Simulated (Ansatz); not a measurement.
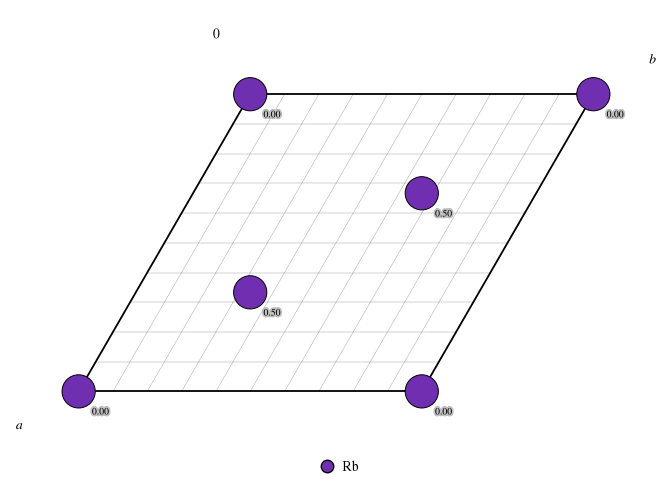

Plan of a unit cell projected along c (a down the page, b across); the numbers are heights as fractions of c, and atoms on the cell's edges are repeated. The grid marks tenths of a and b. Source: the input geometry of an electronic-structure calculation (not necessarily at equilibrium); the starting structure was generated, so it need not be a known form of this composition. Symmetry computed with spglib at a tolerance of 0.002 Å; standard conventional cell.

a = 8.333 Å, b = 8.333 Å, c = 4.985 Å, α = 90.00°, β = 90.00°, γ = 120.00°.

**What does the cell contain?**

3 Rb: Rb, Z = 3.

**Which space group?**

P6/mmm, No. 191, primitive hexagonal.

**Give the independent sites, coordinates to two places.**

```tsv
atom	site	symmetry	x	y	z
Rb	1a	6/mmm	0.00	0.00	0.00
Rb	2d	-6m2	0.33	0.67	0.50
```
